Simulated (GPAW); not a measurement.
## Optical response of KCl (Sylvite)

Wanted: where KCl (Sylvite) starts to absorb, how strongly, and its refractive index.

Program: GPAW 26.7.0. Level of theory: DFT, PBE, plane-wave PAW (GPAW data sets), scalar-relativistic, RPA, optical limit. Results are calculated unless marked as measured.

### 1. The structure

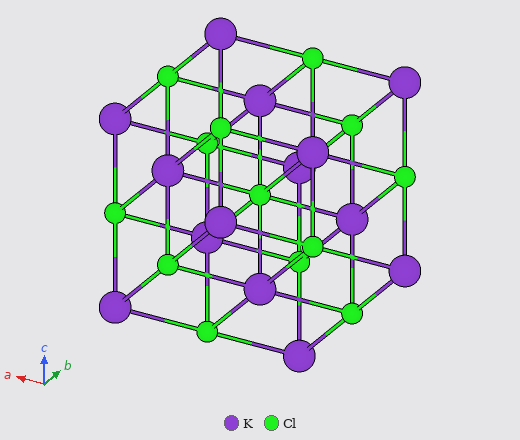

Start, viewed from a free direction; potassium purple, chlorine green. This picture shows the conventional cell, with its axes. Some periodic images of atoms are drawn too.

As a file:

```cif
data_structure
_symmetry_space_group_name_H-M 'Fm-3m'
_symmetry_Int_Tables_number 225
_cell_length_a 6.2929
_cell_length_b 6.2929
_cell_length_c 6.2929
_cell_angle_alpha 90.000
_cell_angle_beta 90.000
_cell_angle_gamma 90.000
_cell_volume 249.21
loop_
_atom_site_label
_atom_site_type_symbol
_atom_site_symmetry_multiplicity
_atom_site_Wyckoff_symbol
_atom_site_fract_x
_atom_site_fract_y
_atom_site_fract_z
_atom_site_occupancy
K1 K 4 a 0.00000 0.00000 0.00000 1
Cl1 Cl 4 b 0.50000 0.00000 0.00000 1
```

### 2. Ground state

First the ground state: is it a metal or has it a gap?

This step: DFT, PBE, plane-wave PAW (GPAW data sets), scalar-relativistic, ground state (GPAW 26.7.0).

gs.py reads:

```python
from ase import Atoms
from ase.dft.bandgap import bandgap
from gpaw import GPAW, PW, FermiDirac

atoms = Atoms(['K', 'Cl'],
              cell=[[0.000000000000, 3.146470000000, 3.146470000000],
                    [3.146470000000, 0.000000000000, 3.146470000000],
                    [3.146470000000, 3.146470000000, 0.000000000000]],
              scaled_positions=[[0.000000000000, 0.000000000000, 0.000000000000],
                                [0.500000000000, 0.500000000000, 0.500000000000]],
              pbc=[True, True, True])
atoms.calc = GPAW(mode=PW(500), xc='PBE', kpts={'size': (6, 6, 6), 'gamma': True},
                  occupations=FermiDirac(0.05), maxiter=150, txt='gs.txt')
print('energy (eV)', atoms.get_potential_energy())
print('Fermi level (eV)', atoms.calc.get_fermi_level())
print('valence electrons', atoms.calc.get_number_of_electrons())
print('gap (eV)', bandgap(atoms.calc, output=None)[0])
print('direct gap (eV)', bandgap(atoms.calc, direct=True, output=None)[0])
atoms.calc.write('gs.gpw')
```

Run with:

```console
> OMP_NUM_THREADS=1 python gs.py
```

Numbers of over 12 decimals in the logs are rounded to 6 here.

What it wrote:

```text
__  _  _
 | _ |_)|_||  |
 |__||  | ||/\| - 26.7.0

Versions:
  Python: 3.12.14
  ASE:    3.29.0
  Numpy:  2.5.5
  Scipy:  1.18.1
  Libxc:  7.0.0

Input parameters:
  mode=PW(ecut=500.0),
  kpts=MonkhorstPack(size=(6, 6, 6), gamma=True),
  maxiter=150,
  occupations=Occupations(name='fermi-dirac', width=0.05, fixmagmom=False),
  xc=XC(name='PBE')

Diagonalizing LCAO Hamiltonian
Converting LCAO to pw mode

                 Cl

       K

Atoms  # Å, Bohr magnetons
|   | symbol |        x |        y |        z |    initial magnetic moments |
| 0 |      K | 0.000000 | 0.000000 | 0.000000 | ( 0.0000,  0.0000,  0.0000) |
| 1 |     Cl | 3.146470 | 3.146470 | 3.146470 | ( 0.0000,  0.0000,  0.0000) |

Unit cell  # Å
| periodic |        x |        y |        z |  lengths |    angles |
|      yes | 0.000000 | 3.146470 | 3.146470 | 4.449781 | 60.000000 |
|      yes | 3.146470 | 0.000000 | 3.146470 | 4.449781 | 60.000000 |
|      yes | 3.146470 | 3.146470 | 0.000000 | 4.449781 | 60.000000 |

Number of symmetries: 48
Symmetry operations  # r_c * U_cc + t_c -> r_c
|    | kind |            matrix            |
|  0 |  σ   |  1, 0, 0,  1, 0,-1,  1,-1, 0 |
|  1 |  C2  |  1, 0, 0,  1,-1, 0,  1, 0,-1 |
|  2 |  E   |  1, 0, 0,  0, 1, 0,  0, 0, 1 |
|  3 |  σ   |  1, 0, 0,  0, 0, 1,  0, 1, 0 |
|  4 |  C4  |  1, 0,-1,  1, 0, 0,  1,-1, 0 |
|  5 |  S6  |  1, 0,-1,  1,-1, 0,  1, 0, 0 |
|  6 |  σ   |  1, 0,-1,  0, 1,-1,  0, 0,-1 |
|  7 |  C3  |  1, 0,-1,  0, 0,-1,  0, 1,-1 |
|  8 |  S6  |  1,-1, 0,  1, 0, 0,  1, 0,-1 |
|  9 |  C4  |  1,-1, 0,  1, 0,-1,  1, 0, 0 |
| 10 |  C3  |  1,-1, 0,  0,-1, 1,  0,-1, 0 |
| 11 |  σ   |  1,-1, 0,  0,-1, 0,  0,-1, 1 |
| 12 |  σ   |  0, 1, 0,  1, 0, 0,  0, 0, 1 |
| 13 |  C4  |  0, 1, 0,  0, 1,-1, -1, 1, 0 |
| 14 |  C3  |  0, 1, 0,  0, 0, 1,  1, 0, 0 |
| 15 |  S6  |  0, 1, 0, -1, 1, 0,  0, 1,-1 |
| 16 |  C2  |  0, 1,-1,  1, 0,-1,  0, 0,-1 |
| 17 |  σ   |  0, 1,-1,  0, 1, 0, -1, 1, 0 |
| 18 |  S4  |  0, 1,-1,  0, 0,-1,  1, 0,-1 |
| 19 |  C4  |  0, 1,-1, -1, 1, 0,  0, 1, 0 |
| 20 |  C3  |  0, 0, 1,  1, 0, 0,  0, 1, 0 |
| 21 |  σ   |  0, 0, 1,  0, 1, 0,  1, 0, 0 |
| 22 |  S6  |  0, 0, 1,  0,-1, 1, -1, 0, 1 |
| 23 |  C4  |  0, 0, 1, -1, 0, 1,  0,-1, 1 |
| 24 |  S4  |  0, 0,-1,  1, 0,-1,  0, 1,-1 |
| 25 |  C3  |  0, 0,-1,  0, 1,-1,  1, 0,-1 |
| 26 |  C2  |  0, 0,-1,  0,-1, 0, -1, 0, 0 |
| 27 |  S6  |  0, 0,-1, -1, 0, 0,  0,-1, 0 |
| 28 |  S4  |  0,-1, 1,  1,-1, 0,  0,-1, 0 |
| 29 |  C4  |  0,-1, 1,  0, 0, 1, -1, 0, 1 |
| 30 |  C2  |  0,-1, 1,  0,-1, 0,  1,-1, 0 |
| 31 |  σ   |  0,-1, 1, -1, 0, 1,  0, 0, 1 |
| 32 |  C3  |  0,-1, 0,  1,-1, 0,  0,-1, 1 |
| 33 |  S6  |  0,-1, 0,  0, 0,-1, -1, 0, 0 |
| 34 |  S4  |  0,-1, 0,  0,-1, 1,  1,-1, 0 |
| 35 |  C2  |  0,-1, 0, -1, 0, 0,  0, 0,-1 |
| 36 |  C2  | -1, 1, 0,  0, 1, 0,  0, 1,-1 |
| 37 |  S6  | -1, 1, 0,  0, 1,-1,  0, 1, 0 |
| 38 |  S4  | -1, 1, 0, -1, 0, 1, -1, 0, 0 |
| 39 |  C3  | -1, 1, 0, -1, 0, 0, -1, 0, 1 |
| 40 |  S6  | -1, 0, 1,  0, 0, 1,  0,-1, 1 |
| 41 |  C2  | -1, 0, 1,  0,-1, 1,  0, 0, 1 |
| 42 |  C3  | -1, 0, 1, -1, 1, 0, -1, 0, 0 |
| 43 |  S4  | -1, 0, 1, -1, 0, 0, -1, 1, 0 |
| 44 |  C2  | -1, 0, 0,  0, 0,-1,  0,-1, 0 |
| 45 |  i   | -1, 0, 0,  0,-1, 0,  0, 0,-1 |
| 46 |  σ   | -1, 0, 0, -1, 1, 0, -1, 0, 1 |
| 47 |  C2  | -1, 0, 0, -1, 0, 1, -1, 1, 0 |

BZ-sampling:
  Number of BZ points: 216
  Number of IBZ points: 16

  Monkhorst-Pack size: [6, 6, 6]
  Monkhorst-Pack shift: [0.083333, 0.083333, 0.083333]

K-points  # in reciprocal-cell coordinates
|     |                                coordinates |     weight |
|   0 | (  0.00000000,   0.00000000,   0.00000000) | 0.00462963 |
|   1 | (  0.16666667,   0.16666667,   0.00000000) | 0.02777778 |
|   2 | (  0.16666667,   0.16666667,   0.16666667) | 0.03703704 |
|   3 | (  0.33333333,   0.16666667,   0.16666667) | 0.05555556 |
|   4 | (  0.33333333,   0.33333333,  -0.33333333) | 0.05555556 |
|   5 | (  0.33333333,   0.33333333,   0.00000000) | 0.02777778 |
|   6 | (  0.33333333,   0.33333333,   0.16666667) | 0.11111111 |
|   7 | (  0.33333333,   0.33333333,   0.33333333) | 0.03703704 |
|   8 | (  0.50000000,   0.33333333,  -0.33333333) | 0.11111111 |
|   9 | (  0.50000000,   0.33333333,  -0.16666667) | 0.05555556 |
| ... |                                            |            |
|  15 | (  0.50000000,   0.50000000,   0.50000000) | 0.01851852 |

Plane wave coefficients: 1596
Cutoff: 500.0 eV

Spin-components: 1 (collinear spins)
Bands:           9
Projectors:      10
Spin-degeneracy: 2
Datatype:        complex128

Parallelization:
  kpt:    1
  domain: 1
  band:   1

Density:
  Valence electrons: 16.0
  Components: 1
  Grid points: [24 24 24]
  Charge: 0.0  # |e|

Potential:
  Grid points: [24 24 24]

species:
  K:
    name:    Potassium
    id:
    Z:       19.0
    valence: 9
    core:    10
    charge:  0.0  # [|e|]
    compensation charges:
      type: gauss
      rc: 0.35  # [Å]
      lmax: 2
    cutoffs:
      filter: 1.91  # [Å]
      core: 1.27  # [Å]
    projectors
    | kind |    occ | energy [eV] | rcut [Å] |
    |   3s |  2.000 |     -35.338 |    1.122 |
    |   4s |  1.000 |      -2.319 |    1.122 |
    |   3p |  6.000 |     -18.813 |    1.106 |
    |    p |        |       8.398 |    1.106 |
    |    d |        |       0.000 |    0.937 |

    Using partial waves for K as LCAO basis

  Cl:
    name:    Chlorine
    id:
    Z:       17.0
    valence: 7
    core:    10
    charge:  0.0  # [|e|]
    compensation charges:
      type: gauss
      rc: 0.25  # [Å]
      lmax: 2
    cutoffs:
      filter: 1.40  # [Å]
      core: 1.49  # [Å]
    projectors
    | kind |    occ | energy [eV] | rcut [Å] |
    |   3s |  2.000 |     -20.689 |    0.794 |
    |   3p |  5.000 |      -8.594 |    0.794 |
    |    s |        |       6.523 |    0.794 |
    |    p |        |      18.617 |    0.794 |
    |    d |        |       0.000 |    0.794 |

    Using partial waves for Cl as LCAO basis

Reference energy: -28937.202614  # eV

eigensolver:
  PPCG
  Converge bands: occupied
  niter=2

density mixing:
  MSR1-Mixer
  Pratt-step length: 0.05
  Maximum mixing coefficient: 0.75
  Old densities: 10
  SVD Regularization: 0.005
  Good broyden scale: 1.0
  Trust region scale: 1.0
  Backstep threshold: 4.0
  History deletion threshold: 6.0
  Fourier metric: weight=20.0, sigma=0.015

occupation numbers:
  Fermi-Dirac:
    width: 0.0500  # eV

poisson solver:
  ecut: 4000.0  # eV

xc functional:
  name: PBE with 2 nearest neighbor stencil

convergence criteria:
- Maximum [total energy] change in last 3 cyles: 0.0005 eV / valence electron
- Maximum integral of absolute [dens]ity change: 0.0001 electrons / valence electron
- Maximum integral of absolute [eigenst]ate change: 4e-08 eV^2 / valence electron
maximum number of iterations: 150

SCF iterations
|iter     |      energy | eigst |  dens |
|iter:   1||   -7.140288 | -0.29 |       |
|iter:   2||   -7.102072 | -2.31 | -1.28 |
|iter:   3||   -6.950580 | -1.29 | -1.32 |
|iter:   4||   -6.952766 | -2.63 | -1.67 |
|iter:   5||   -6.955833c| -3.73 | -2.04 |
|iter:   6||   -6.956149c| -4.88 | -2.68 |
|iter:   7||   -6.956167c| -6.15 | -3.45 |
|iter:   8||   -6.956169c| -7.05 | -3.96 |
|iter:   9||   -6.956169c| -7.70c| -5.05c|

Converged in 9 steps
SCF loop duration: 4.403 s (0.489 s/step)
Energy contributions relative to reference atoms: (reference = -28937.202614)

Energy contributions:
  Kinetic:           3.917003
  Coulomb:          -3.194427
  Zero:             -0.647151
  External:          0.000000
  Xc:               -7.031594
  Entropy:          -0.000000
  Spinorbit:         0.000000
  ----------------------------
  Free energy:      -6.956169
  Extrapolated:     -6.956169

dipole moment: (-22.928951, -22.928951, -22.928951)  # |e|*Ang

Fermi level: 1.678
Eigenvalues  # (at kpt = [0.000, 0.000, 0.000])
| band index |      eig [eV] | occ [0-2] |
|          0 |       -27.497 |     2.000 |
|          1 |       -12.443 |     2.000 |
|          2 |       -10.991 |     2.000 |
|          3 |       -10.991 |     2.000 |
|          4 |       -10.991 |     2.000 |
|          5 |        -0.329 |     2.000 |
|          6 |        -0.329 |     2.000 |
|          7 |        -0.329 |     2.000 |
|          8 |         4.864 |     0.000 |

Gap: 5.193 eV
Transition (v -> c):
  (s=0, k=0, n=7, [0.00, 0.00, 0.00]) -> (s=0, k=0, n=8, [0.00, 0.00, 0.00])
No difference between direct/indirect transitions

--- standard output ---
energy (eV) -6.956169
Fermi level (eV) 1.678373
valence electrons 16.0
gap (eV) 5.193027
direct gap (eV) 5.193027
```

Wall time 6 s (1 thread of Arm Neoverse V1, shared host); peak memory 0.14 GiB.

Numbers from this step:

- energy: -6.956 eV
- Fermi energy: 1.678 eV
- gap on the k-mesh: 5.193 eV
- direct gap on the mesh: 5.193 eV
- electrons: 16

There is a gap, 5.19 eV on this mesh (points off the mesh can give less), so no carriers' term is needed.

### 3. Bands for the response

The response needs many more empty bands than the density does.

This step: DFT, PBE, plane-wave PAW (GPAW data sets), scalar-relativistic, bands at fixed density (GPAW 26.7.0).

nscf.py reads:

```python
from ase.dft.bandgap import bandgap
from gpaw import GPAW, FermiDirac

calc = GPAW('gs.gpw').fixed_density(kpts={'size': (10, 10, 10), 'gamma': True}, nbands=45, convergence={'bands': 39},
                                    occupations=FermiDirac(0.001), txt='nscf.txt')
print('gap (eV)', bandgap(calc, output=None)[0])
print('direct gap (eV)', bandgap(calc, direct=True, output=None)[0])
print('top band over the Fermi level (eV)', min(calc.get_eigenvalues(kpt=k)[38] for k in range(len(calc.get_ibz_k_points()))) - calc.get_fermi_level())
calc.write('full.gpw', mode='all')
```

Run with:

```console
> OMP_NUM_THREADS=1 python nscf.py
```

What it wrote:

```text
Diagonalizing LCAO Hamiltonian
Converting LCAO to pw mode
convergence criteria:
- Maximum integral of absolute [eigenst]ate change: 4e-08 eV^2 / valence electron
maximum number of iterations: 150

SCF iterations
|iter     |      energy | eigst |  dens |
|iter:   1||             | +3.76 |       |
|iter:   2||             | +2.45 |       |
|iter:   3||             | +1.34 |       |
|iter:   4||             | +0.30 |       |
|iter:   5||             | -0.63 |       |
|iter:   6||             | -1.58 |       |
|iter:   7||             | -2.49 |       |
|iter:   8||             | -3.27 |       |
|iter:   9||             | -3.85 |       |
|iter:  10||             | -4.35 |       |
|iter:  11||             | -4.70 |       |
|iter:  12||             | -5.05 |       |
|iter:  13||             | -5.32 |       |
|iter:  14||             | -5.63 |       |
|iter:  15||             | -5.85 |       |
|iter:  16||             | -6.08 |       |
|iter:  17||             | -6.27 |       |
|iter:  18||             | -6.45 |       |
|iter:  19||             | -6.62 |       |
|iter:  20||             | -6.77 |       |
|iter:  21||             | -6.92 |       |
|iter:  22||             | -7.04 |       |
|iter:  23||             | -7.34 |       |
|iter:  24||             | -7.47c|       |
SCF steps: 24
  __  _  _
 | _ |_)|_||  |
 |__||  | ||/\| - 26.7.0

Versions:
  Python: 3.12.14
  ASE:    3.29.0
  Numpy:  2.5.5
  Scipy:  1.18.1
  Libxc:  7.0.0

Input parameters:
  mode=PW(ecut=500.0),
  convergence={'bands': 39},
  gpts=array([24, 24, 24]),
  kpts=MonkhorstPack(size=(10, 10, 10), gamma=True),
  maxiter=150,
  nbands=45,
  occupations=Occupations(name='fermi-dirac', width=0.001, fixmagmom=False),
  parallel={},
  xc=XC(name='PBE')

--- standard output ---
gap (eV) 5.193027
direct gap (eV) 5.193027
top band over the Fermi level (eV) 29.613248
```

Elapsed: 1.9 min, on 1 thread; peak memory 0.21 GiB.

### 4. Dielectric function, RPA

Local fields let the induced charge screen the field inside the cell, which as a rule lowers ε, most along directions where the density is uneven.

This step: DFT, PBE, plane-wave PAW (GPAW data sets), scalar-relativistic, RPA, optical limit (GPAW 26.7.0).

df.py reads:

```python
from gpaw.response.df import DielectricFunction

df = DielectricFunction('full.gpw', frequencies={'type': 'nonlinear', 'domega0': 0.03, 'omega2': 8},
                        ecut=60,
                        eta=0.1,
                        nbands=39,
                        txt='df.txt')
for direction in ['x']:
    df.get_dielectric_function(xc='RPA', direction=direction, filename=f'df_{direction}.csv')
```

Run with:

```console
> OMP_NUM_THREADS=1 python df.py
```

What it wrote:

```text
Using integrator: PointIntegrator
NonLinearFrequencyDescriptor(from 0.000 to 64.819 eV, 497 points)
Nonperiodic BCs:  [False False False]
Using integrator: PointIntegrator
NonLinearFrequencyDescriptor(from 0.000 to 64.819 eV, 497 points)
Nonperiodic BCs:  [False False False]

Calculating chi0 body with:
    Ground state adapter containing:
    Number of spins: 1
    Number of kpoints: 1000
    Number of irreducible kpoints: 47
    Number of completely occupied states: 8
    Number of partially occupied states: 8

    Linear response parametrization:
    q_c: [0.0, 0.0, 0.0]
    Number of frequency points: 497
    Planewave cutoff: 60.0
    Number of bands: 39
    Number of planewaves: 59
    Broadening (eta): 0.1

Integrating chi0 body.

Symmetries of q_c:
    Direct symmetries (Uq -> q): 48
    Indirect symmetries (TUq -> q): 0
In total 48 allowed symmetries.

47 groups of equivalent kpoints. 95.3% reduction.

Integral kind: spectral function

Calculating chi0 optical extensions with:
    Ground state adapter containing:
    Number of spins: 1
    Number of kpoints: 1000
    Number of irreducible kpoints: 47
    Number of completely occupied states: 8
    Number of partially occupied states: 8

    Linear response parametrization:
    Number of frequency points: 497
    Planewave cutoff: 60.0
    Number of bands: 39
    Number of planewaves: 59
    Broadening (eta): 0.1
Integrating chi0 head and wings.

Symmetries of q_c:
    Direct symmetries (Uq -> q): 48
    Indirect symmetries (TUq -> q): 0
In total 48 allowed symmetries.

47 groups of equivalent kpoints. 95.3% reduction.

Integral kind: spectral function wings
```

The job ended after 14 s (1 thread; peak memory 0.28 GiB).

Read-outs, printed or worked out from the files:

```
electronic dielectric constant ε∞, mean over x, y and z (by symmetry where fewer were run) : 2.168
main peak of Im epsilon, first axis                                                        : 8.005 eV
```

Some rows of df_x.csv (energy; Re and Im without local fields; Re and Im with them):

```text
0.000000, 2.571984, -0.000000, 2.167796, -0.000000
0.555532, 2.577155, 0.001872, 2.171453, 0.001324
1.143969, 2.594255, 0.003976, 2.183551, 0.002814
1.768324, 2.626772, 0.006519, 2.206587, 0.004623
2.431988, 2.680630, 0.009873, 2.244844, 0.007026
3.138794, 2.766728, 0.014844, 2.306311, 0.010636
3.893091, 2.908255, 0.023660, 2.408432, 0.017213
4.699832, 3.173836, 0.047627, 2.605664, 0.036340
5.564682, 3.499078, 0.512053, 2.814471, 0.461789
6.494155, 4.263211, 0.773223, 3.242962, 0.606570
7.495775, 3.759223, 3.288206, 3.009083, 2.051224
8.578281, 1.651460, 2.630583, 1.489513, 1.943354
9.751884, 3.118951, 2.345731, 2.101859, 0.980312
11.028587, -0.422659, 2.852259, 1.209965, 2.410413
12.422601, 0.750408, 0.823860, 0.570746, 0.749433
13.950874, 0.797772, 0.770076, 0.673717, 0.601707
15.633783, 1.257370, 2.048918, 1.457332, 0.372265
17.496047, 1.010068, 0.671569, 1.200797, 1.499030
19.567954, 1.078174, 0.902030, 1.080156, 0.655433
```

[end of part 1 of 2]

[Machine, clock and banner lines and Python warnings are left out of the logs.]

[Logs are printed without paths, hosts, clocks, repeated set-up lines and the standing remarks that a program may print on its own settings, such as how far it seeks lower states.]

[Hosts, paths, dates, database ids (printed as entryN), source tags and the programs' standing remarks are cut or masked in the printed files.]
